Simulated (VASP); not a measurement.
System: zincblende CuCl, space group F-43m, 2 atoms in the primitive cell; cubic a = 5.300 Å. Starting point: PBE, VASP PAW PBE potentials, release 64 (Cu_GW, Cl_GW), no spin polarisation, no spin-orbit coupling, 6×6×6 k mesh, 500 eV cutoff, Gaussian smearing of 0.01 eV (VASP 6.6.1). Many-body step: G0W0 with GW iterations 1, cutoff of the response function 150 eV, frequency points 48 and empty bands 147.

In PBE the smallest gap over these k points is 0.66 eV, with direct gaps of 0.66 eV at Γ, 3.63 eV at L and 4.64 eV at X.

**What does G0W0 give?**

Over the k points that were corrected, the smallest gap goes from 0.66 eV in PBE (direct at Γ) to 1.88 eV in G0W0 (direct at Γ), a change of +1.22 eV (+185 %). Counted from the valence top, the lowest empty level moves by +1.22 eV at Γ, +1.41 eV at L and +1.15 eV at X; over the 16 points that were corrected the shifts run from +1.15 to +1.59 eV: a spread of 0.44 eV on a mean of 1.34 eV, so one scissor shift describes this level only roughly. At (−0.33, 0.33, 0.17) two empty levels change order: the one that is lowest in PBE moves by +1.64 eV. The quasiparticle weight (renormalisation factor) lies between 0.66 and 0.80 for the top filled and first empty levels.

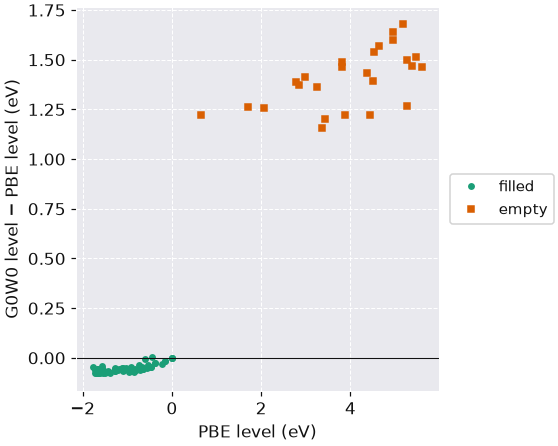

Change of each level from PBE to G0W0 against its PBE energy, both sets counted from their own valence top. Levels over 8 eV under the top or 5 eV above the conduction bottom aren't drawn.

| k point | PBE direct gap (eV) | G0W0 direct gap (eV) |
| --- | --- | --- |
| Γ | 0.66 | 1.88 |
| L | 3.63 | 5.10 |
| X | 4.64 | 5.86 |

Bands, screening cutoff and mesh are small and nothing is extrapolated, so the quasiparticle values aren't converged. The cell was derived from a database entry in an earlier step, so it needn't be the measured one.
